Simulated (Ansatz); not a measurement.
**Hf3O5 (cell charge +1, with a compensating background) (cell with a defect): density, localisation and related maps**

The calculation's input:

```
crystal:
  lattice:
    - [-4.8301248088, -4.8301248088, 0.0]
    - [-4.8301248088, 4.8301248088, 0.0]
    - [4.8301248088, 0.0, -6.4194329124]
  atoms:
    - { symbol: Hf, position: [0.2440271539, 0.2744188376, 0.5139203095], spin: 0.25 }
    - { symbol: Hf, position: [-0.0084623938, 0.0197903764, -0.0026991189], spin: 0.25 }
    - { symbol: Hf, position: [0.7305561188, 0.7496514421, 0.5021249868] }
    - { symbol: Hf, position: [0.4791438751, 0.4985665266, -2.991e-07] }
    - { symbol: Hf, position: [0.0406853946, 0.6255552355, 0.2503057686], spin: 0.25 }
    - { symbol: Hf, position: [0.8677356096, 0.3872493266, 0.7556250936] }
    - { symbol: Hf, position: [0.6680090784, 0.1324529258, 0.2509345797] }
    - { symbol: Hf, position: [0.363406369, 0.8822199453, 0.7461447364] }
    - { symbol: Hf, position: [0.3510693704, 0.8747555188, 0.2497699441], spin: 0.25 }
    - { symbol: O, position: [0.8420042387, 0.6832603081, 0.7502505994] }
    - { symbol: O, position: [0.6183035768, 0.4307442602, 0.2511101206] }
    - { symbol: O, position: [0.3427432935, 0.1839649056, 0.7521350749] }
    - { symbol: O, position: [0.4098059426, 0.7517280427, 0.4803759212] }
    - { symbol: O, position: [0.1799523272, 0.5225210528, 0.0216781852] }
    - { symbol: O, position: [0.9550432719, 0.2816886631, 0.5185093479] }
    - { symbol: O, position: [0.6877643117, 0.014090803, -0.016444277] }
    - { symbol: O, position: [0.0450230636, 0.732768559, 0.5294100607] }
    - { symbol: O, position: [0.7663274513, 0.4542456678, -0.027452376] }
    - { symbol: O, position: [0.5447363999, 0.2219148735, 0.4825956587] }
    - { symbol: O, position: [0.3131789531, -0.009568315, 0.0193494545] }
    - { symbol: O, position: [0.1078714987, 0.324763683, 0.251189624] }
    - { symbol: O, position: [0.8804134216, 0.071614449, 0.7376270041] }
    - { symbol: O, position: [0.6903202884, 0.8168234362, 0.2510530657] }
    - { symbol: O, position: [0.3933863159, 0.5847094878, 0.7643544631] }
  host:
    lattice:
      - [4.8301248088, 0.0, 0.0]
      - [0.0, 4.8301248088, 0.0]
      - [0.0, 0.0, 3.2097164562]
    atoms:
      - { symbol: Hf, position: [0.0, 0.0, 0.0] }
      - { symbol: Hf, position: [0.5, 0.5, 0.5] }
      - { symbol: O, position: [0.1949699035, 0.8050300965, 0.5] }
      - { symbol: O, position: [0.3050300965, 0.3050300965, 0.0] }
      - { symbol: O, position: [0.6949699035, 0.6949699035, 0.0] }
      - { symbol: O, position: [0.8050300965, 0.1949699035, 0.5] }
total_charge: 1
basis:
  ecutwfc: 420
  xc_grid: 2
kpoints:
  mp_grid: { grid: [2, 2, 2], shift: [0.0, 0.0, 0.0] }
hamiltonian:
  xc: pbesol
scf:
  occupations: { method: gaussian, width: 0.01 }
output:
  forces: true
  stress: false
  eigenvalues: true
  populations: true
  charged_corrections:
    defect_position: [0.125, 0.9300301, 0.25]
    epsilon: [[27.3137, 0.0, 0.0], [0.0, 27.3137, 0.0], [0.0, 0.0, 31.239]]
  write_density: true
  write_potential: true
  elf: true
  volumetric_format: npy
magnetization:
  spin_polarized: true
relax:
  adjacent_minimum: "off"
  f_tol: 0.025
  max_steps: 45
```

Command:

```sh
ansatz run input.yaml --threads 4 --pin off --max-ram 10240MiB --backend cpu --events-out ev --progress --plain --runs-dir out
```

The fields are those of the run's last geometry, not of the input's.

Spin-polarised.

Computed with DFT PBEsol, scalar-relativistic, plane waves, PAW (Ansatz 0.2.0).

In a PAW calculation such maps are meaningful between the atoms, not at the nuclei.

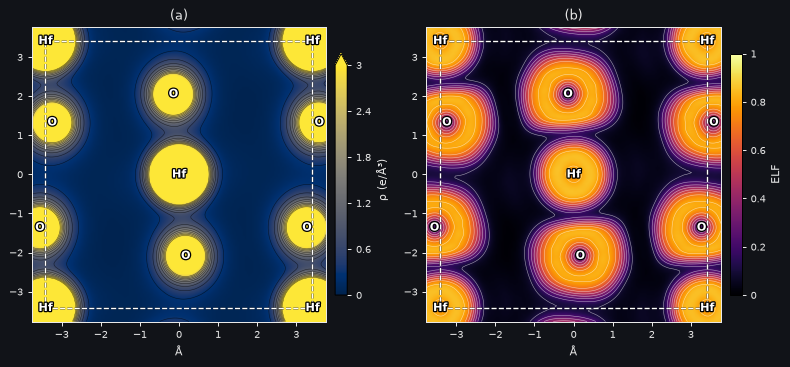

Figure 1. (a) valence pseudo-density; (b) ELF on the (001) plane of the calculation cell.

Question: Describe what can be read from this map.

Answer: The plane passes through Hf and O nuclei.
Hf–O (2.06 Å): ρ at the midpoint is about 0.82 e/Å³; the ELF peaks at about 0.85 in the valence shell of O, 0.6 Å from its nucleus, and drops to about 0.20 between the two atoms: no localised pair shows between them.

Hf–O (2.10 Å): ρ is about 0.73 e/Å³ halfway; the ELF peaks at about 0.85 in the valence shell of O, 0.6 Å from its nucleus, and drops to about 0.15 between the two atoms: no shared electron pair shows on this line.
Between the atoms the lowest density in this plane is 0.02 e/Å³.
The features right at Hf lie inside the PAW spheres, where the map follows smoothed inner orbitals and isn't to be read closely.

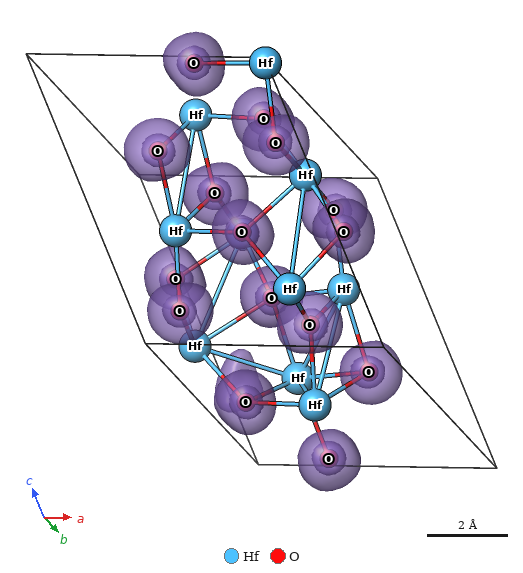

Figure 2. Isosurface of the electron localisation function at 0.75 (purple), seen at an oblique angle. Only the valence region is drawn (cores and ρ < 0.01 e/Å³ removed). Sticks mark near contacts.

Question: Identify the bonds, lone pairs and shells in this picture.

Answer: At this value the surface marks out 15 regions wrapped around O (the valence shell of each) and one pocket between the atoms, centred on no nucleus (multi-centre or interstitial), counted in one cell of 24 atoms. Regions shared between cells count once. Along the contacts the grid gives the following. Hf–O (2.00 Å): the ELF peaks at about 0.80 in the valence shell of O, 0.6 Å from its nucleus, and drops to about 0.20 between the two atoms: no localised pair shows between them. Hf–Hf (2.75 Å): the ELF is about 0.40 at the midpoint.
